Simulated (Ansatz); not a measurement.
Geometry relaxation of GaAs (part 2 of 2)

The same run, continued: GaAs (slab, 6 atoms in the cell); DFT PBEsol, scalar-relativistic, plane waves, PAW, no spin polarisation (Ansatz 0.2.0); cutoff 420 eV, 7×7×1 k-mesh, Gaussian smearing of 0.05 eV. The structure derives from an entry of the Crystallography Open Database. The input holds or restrains some coordinates. Forces given for the steps count only the free coordinates. It belongs to a series of runs on one base structure; here: clean slab, lower half held.

Geometry of the input (Å; fractional positions):
```
4.0010  0.0000  0.0000
0.0000  4.0010  0.0000
0.0000  0.0000  24.0728
As 0.0000  0.5000  0.3531
Ga 0.5000  0.5000  0.4119
As 0.5000  0.0000  0.4706
Ga 0.0000  0.0000  0.5294
As 0.0000  0.5000  0.5881
Ga 0.5000  0.5000  0.6469
```

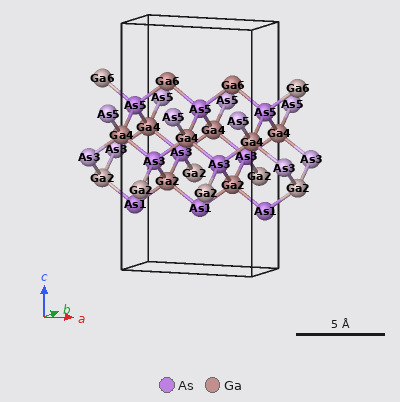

**Figure 1.** The geometry at step 2 of the log (ball-and-stick view of the 2 × 1 repeat of the cell, with the vacuum cut short, seen slightly off an axis; neighbours outside the cell are drawn fainter; atoms are numbered from 1 in the order of the input).

```
WARN: The output density's exchange-correlation potential varies sharply where the density is thin. Do not read a vacuum level from v_tot or v_xc, or from such a field of the output density. On a cell that repeats whose density bears no net charge and no dipole along the vacuum's axis use v_es (v_loc + v_h of the components); under efield.dipole_correction with no amplitude use v_es + v_field, which holds any external_charges[].barrier, or the levels of the report's work_function block, which leave it out; under a non-zero efield.amplitude the vacuum is tilted and has no level; on a cell that repeats and bears such a dipole with no correction it is tilted too, and efield.dipole_correction with no amplitude gives each side of its ramp a level where efield: is served; in a cell that repeats whose density bears a net charge (total_charge, or a fill off its count) it is curved and has none; of a slab under crystal.periodic whose density bears no net charge use v_es, which has a level on each side, short of where the two are joined; of another it falls or rises all the way out and has none; of a slab beside external_charges read slab_vacuum_level instead, which it has where they leave it neutral. The grid or the basis barely resolves most such structure, and the values can differ between equally converged runs; as a rule a tighter scf.convergence.dr2_threshold does not remove it. Where the density itself ripples (under the LDA too) a higher basis.ecutwfc lessens it. The files hold the spikes' plane waves up to the density's cutoff. Files: v_tot_of_output_density and the like, and their columns of v_z.tsv (output.write_potential); v_xc_of_output_density and the like, and their columns of v_comp_z.tsv (output.write_potential_components). Measured: with its Gaussian average of σ = 0.25 Å subtracted twice, the exchange-correlation potential is over 0.1 eV at 8 of the grid points where the equally averaged density (valence and model cores) is under 1e-3 e/Å³, and 0.124 eV at the most among them, at an averaged density of 9.3e-4 e/Å³. The input density's (outcome.potential() and, of a run that writes arrays, v_tot and v_xc) is over 0.1 eV, so measured, at 12 points of its own thin density, 0.205 eV at the most. See output.write_potential in the manual, Limitations
SCF converged after 7 iterations
Free energy (F): -25667.194129 eV
Harris-Foulkes:  -25667.194129 eV  (|F-HF|=4.56e-8)
Internal energy: -25667.183981 eV  (E = F + TS)
E sigma→0 (E₀):  -25667.189055 eV
Entropy (-TS):   -0.010148 eV (-1.691 meV/atom)
Fermi energy:    -0.548361 eV
Dipole field:    D = 0.053675 V/Å  (p = 0.114309 e·Å, saw-weighted, corrected)
Work function:   Φ+ = 4.5156 eV   Φ− = 5.8077 eV
Levels:          The Fermi level and band energies are counted from a zero that moves with the ramp; work functions are not
--- Per-component energies (eV) ---
  E_band       = -1647.093659
  E_kinetic    = 652.364592
  E_local      = -79025.379536  (includes V_loc(G=0)·N_el)
  E_nonlocal   = -731.866033
  E_hartree    = 39197.364526
  E_xc         = -438.805581
  E_vxc        = -407.790349  (∫ρ·V_xc dr)
  E_paw        = -11220.851224  (= ΣΔE_a)
  E_vpaw       = -529.309266  (= ΣTr[D̂ρ^β])
  E_aug_tail   = -0.000339  (compensation charges beyond the density's cutoff)
  E_efield     = 0.003068  (sawtooth field / dipole correction)
  E_vefield    = 0.206987  (∫n·V_field dr)
  E_ewald      = 25894.498327
  E_core_change = 5.488220  (= ΣΔE_core)
  E_smearing   = -0.010148  (= −TS)
  E_closure    = -0.000000  (closes the sum)
  Σ components = -25667.194129   (vs F -25667.194129, Δ=0.00e0)
--- Forces (eV/Å), atoms counted from 1 ---
  atom   1  As     0.00000000     0.00000000     0.26527461
  atom   2  Ga     0.00000000     0.00000000    -0.54424979
  atom   3  As     0.00000000     0.00000000     0.27538056
  atom   4  Ga     0.00000000     0.00000000     0.00821145
  atom   5  As     0.00000000     0.00000000    -0.00998879
  atom   6  Ga     0.00000000     0.00000000     0.00537544
  max |Σ_I F_I| component: 3.47e-6 eV/Å
--- Band table (eV; the first three rows and the last of 16) ---
  k-point 0: bands = ["-35.8028", "-35.8024", "-35.7794", "-35.7352", "-35.7274", "-35.7174", "-35.7125", "-35.6994", "-35.6895", "-35.6855", "-35.3562", "-35.3222", "-35.3081", "-35.2130", "-35.2056", "-15.3816", "-15.3053", "-15.2912", "-15.2882", "-15.2558", "-15.2214", "-15.2112", "-15.1980", "-15.1686", "-15.1431", "-14.7960", "-14.7511", "-14.6931", "-14.6755", "-14.6348", "-12.8202", "-11.7993", "-10.4309", "-6.6359", "-4.5797", "-2.7545", "-2.7063", "-2.1758", "-1.6937", "-1.5659", "-0.6091", "-0.1174", "0.5932", "1.1846", "1.3957", "1.9260", "2.1282", "2.7979", "3.1982", "3.9278", "4.0198"]
  k-point 1: bands = ["-35.8027", "-35.8025", "-35.7794", "-35.7350", "-35.7275", "-35.7174", "-35.7125", "-35.6994", "-35.6893", "-35.6856", "-35.3560", "-35.3223", "-35.3081", "-35.2130", "-35.2056", "-15.3802", "-15.3164", "-15.2877", "-15.2823", "-15.2544", "-15.2236", "-15.2128", "-15.1990", "-15.1682", "-15.1427", "-14.7992", "-14.7510", "-14.6927", "-14.6746", "-14.6366", "-12.6743", "-11.6973", "-10.4197", "-6.5558", "-4.8878", "-3.2380", "-3.0630", "-2.6316", "-1.6250", "-1.2070", "-0.6301", "-0.5613", "0.3085", "1.4113", "1.6864", "2.0638", "2.6388", "2.9166", "3.5935", "4.0834", "4.1321"]
  k-point 2: bands = ["-35.8027", "-35.8024", "-35.7794", "-35.7347", "-35.7276", "-35.7174", "-35.7124", "-35.6996", "-35.6887", "-35.6857", "-35.3555", "-35.3224", "-35.3082", "-35.2130", "-35.2056", "-15.3814", "-15.3280", "-15.2866", "-15.2711", "-15.2515", "-15.2283", "-15.2159", "-15.2012", "-15.1673", "-15.1419", "-14.8117", "-14.7441", "-14.6919", "-14.6729", "-14.6405", "-12.2698", "-11.4590", "-10.4466", "-6.4644", "-5.6106", "-4.5563", "-3.2438", "-2.2927", "-1.4785", "-1.3980", "-0.9394", "-0.7214", "-0.2835", "0.8813", "1.8519", "2.1233", "2.5674", "4.3653", "4.4100", "4.5473", "5.0091"]
  k-point 15: bands = ["-35.8028", "-35.8020", "-35.7797", "-35.7332", "-35.7280", "-35.7178", "-35.7113", "-35.6998", "-35.6879", "-35.6861", "-35.3547", "-35.3227", "-35.3083", "-35.2134", "-35.2046", "-15.3862", "-15.3566", "-15.2708", "-15.2529", "-15.2391", "-15.2375", "-15.2160", "-15.2105", "-15.1980", "-15.1155", "-14.8060", "-14.7466", "-14.7055", "-14.6559", "-14.6406", "-10.8707", "-10.7268", "-9.7095", "-7.1164", "-6.5815", "-6.2353", "-3.8202", "-3.6591", "-3.1684", "-2.8998", "-1.4191", "-1.2376", "-0.7872", "-0.0761", "2.1036", "2.3390", "3.0636", "3.1209", "4.4818", "4.9547", "5.5040"]
--- Relaxed structure (3 steps of the walk, 3 accepted, 0 SCFs on fresh bases) ---
  F+E_penalty+E_count = -25667.19412904 eV   max|allowed force component| = 9.989e-3 eV/Å
  atoms:
    - { symbol: As, position: [0.0, 0.5, 0.3530949675000001] }
    - { symbol: Ga, position: [0.5, 0.5, 0.41185698049999997] }
    - { symbol: As, position: [0.5, 0.0, 0.47061899349999997] }
    - { symbol: Ga, position: [0.0, 0.0, 0.5280847065664471] }
    - { symbol: As, position: [0.0, 0.5, 0.5884304783830243] }
    - { symbol: Ga, position: [0.5, 0.5, 0.6494729278703218] }
```

### Trajectory as extended XYZ (Å, eV, eV/Å), 3 frames, from step=1 to step=3
```
6
Lattice="4.0010 0.0000 0.0000 0.0000 4.0010 0.0000 0.0000 0.0000 24.0728" Properties=species:S:1:pos:R:3:forces:R:3 step=1 energy=-25667.17852
As    0.0000    2.0005    8.5000    0.0000   0.0000   0.2632
Ga    2.0005    2.0005    9.9146    0.0000   0.0000  -0.5288
As    2.0005    0.0000   11.3291    0.0000   0.0000   0.4347
Ga    0.0000    0.0000   12.7437    0.0000   0.0000  -0.4125
As    0.0000    2.0005   14.1583    0.0000   0.0000  -0.0613
Ga    2.0005    2.0005   15.5728    0.0000   0.0000   0.3049
6
Lattice="4.0010 0.0000 0.0000 0.0000 4.0010 0.0000 0.0000 0.0000 24.0728" Properties=species:S:1:pos:R:3:forces:R:3 step=2 energy=-25667.19405
As    0.0000    2.0005    8.5000    0.0000   0.0000   0.2652
Ga    2.0005    2.0005    9.9146    0.0000   0.0000  -0.5445
As    2.0005    0.0000   11.3291    0.0000   0.0000   0.2887
Ga    0.0000    0.0000   12.7141    0.0000   0.0000   0.0038
As    0.0000    2.0005   14.1691    0.0000   0.0000  -0.0325
Ga    2.0005    2.0005   15.6347    0.0000   0.0000   0.0194
6
Lattice="4.0010 0.0000 0.0000 0.0000 4.0010 0.0000 0.0000 0.0000 24.0728" Properties=species:S:1:pos:R:3:forces:R:3 step=3 energy=-25667.19413
As    0.0000    2.0005    8.5000    0.0000   0.0000   0.2653
Ga    2.0005    2.0005    9.9146    0.0000   0.0000  -0.5443
As    2.0005    0.0000   11.3291    0.0000   0.0000   0.2754
Ga    0.0000    0.0000   12.7125    0.0000   0.0000   0.0082
As    0.0000    2.0005   14.1652    0.0000   0.0000  -0.0100
Ga    2.0005    2.0005   15.6347    0.0000   0.0000   0.0054
```

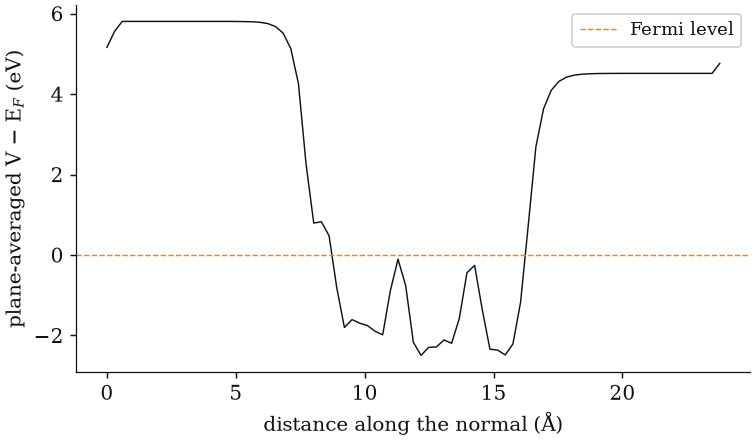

**Figure 2.** Plane average of the electrostatic potential energy of an electron across the cell, from the Fermi level. The vacuum level lies 4.52 eV above the Fermi level on the upper side and 5.81 eV on the lower.

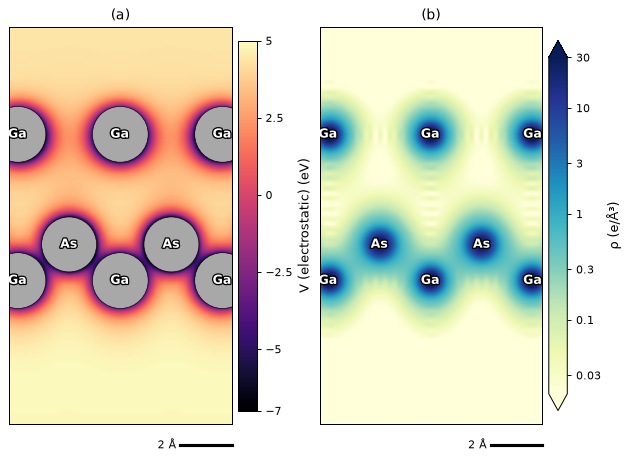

**Figure 3.** (a) electrostatic potential (local pseudopotential plus Hartree) felt by an electron; (b) valence pseudo-density on the (100) plane of the calculation cell, a cut from vacuum to vacuum. Grey discs, where drawn, cover atomic cores. The section cuts through Ga and As sites. Ga–As (2.45 Å): ρ at the midpoint is about 0.48 e/Å³. Ga–As (2.45 Å): the density is about 0.48 e/Å³ at the midpoint. The density dies away to nearly zero in the vacuum. The fields are those of the smooth PAW valence density.

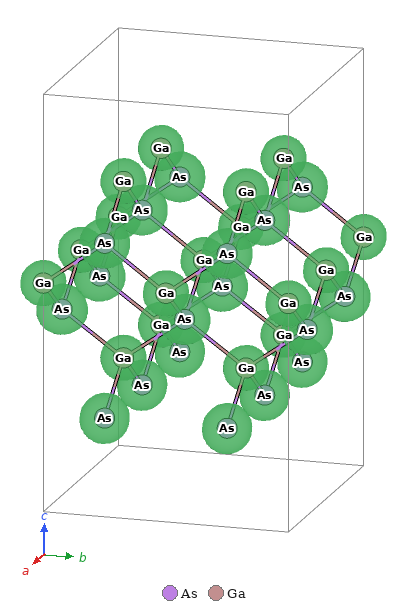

**Figure 4.** Isosurface of the valence electron density at 1 e/Å³ (green), seen slightly off an axis. Sticks mark near contacts. At this value the density breaks into separate islands; it holds about 70 % of the electrons treated as valence (semicore included). It is pinched off along the Ga–As (2.43 Å) and Ga–As (2.47 Å) contacts. On the grid the lowest density along these lines, outside the cores, is 0.49 e/Å³ (Ga–As, 2.43 Å) and 0.44 e/Å³ (Ga–As, 2.47 Å).

### Results in brief

| quantity | value |
| --- | --- |
| outcome | converged under the restraints of the input |
| electrons treated | 84 |
| free energy | −25667.1941 eV |
| work function, top face | 4.52 eV |
| work function, bottom face | 5.81 eV |
| Fermi energy | −0.548 eV |
| gap on the k-point mesh | none (metallic) |
| final volume | 385.36 Å³ |
| work function (upper face) | 4.52 eV |
| largest force (length of the vector) at the end, held atoms and coordinates included | 0.544 eV/Å |
| hardware | 2 threads of Arm Neoverse V1, 24 GiB of memory available, shared host |
| wall time | 62 s (CPU time 2 min) |
| peak memory | 0.69 GiB |

### Notes

The program warns: the exchange-correlation potential is rough where the density is thin.
